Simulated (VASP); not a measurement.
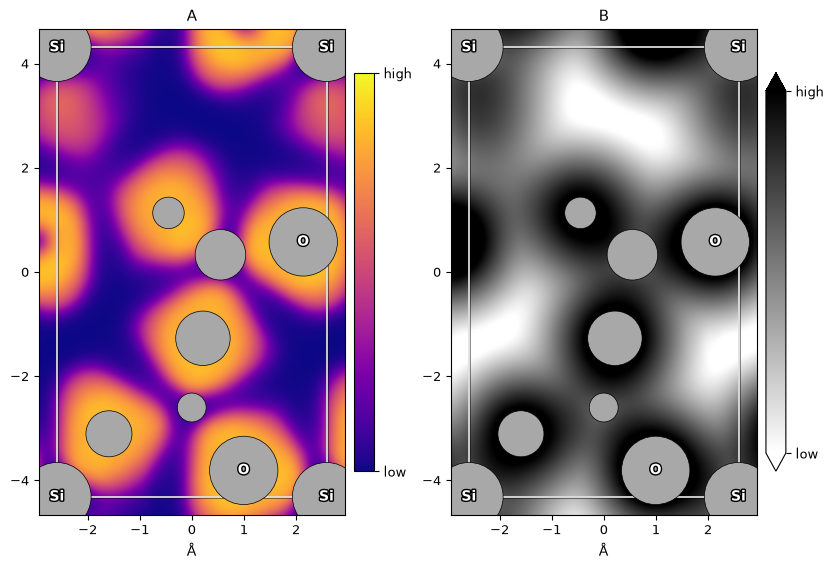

SiO2: 2 fields on the (101) plane of the conventional cell, with unlabelled colour scales. Grey discs cover the atomic cores.

Space group P4₃2₁2; a structure from a database of computed crystals, not necessarily the ambient phase; changed on purpose from its base cell (strain = 0.04); not relaxed (largest force 0.9 eV/Å); computed pressure about −7 GPa in this cell.

All numbers below come from VASP 6.6.1, Kohn-Sham DFT of a periodic cell, PBE, VASP PAW PBE potentials, recommended.

Which field does each panel show? The fields are: electron localisation function and valence pseudo-density.

Answer. Panel A: electron localisation function. Panel B: valence pseudo-density.
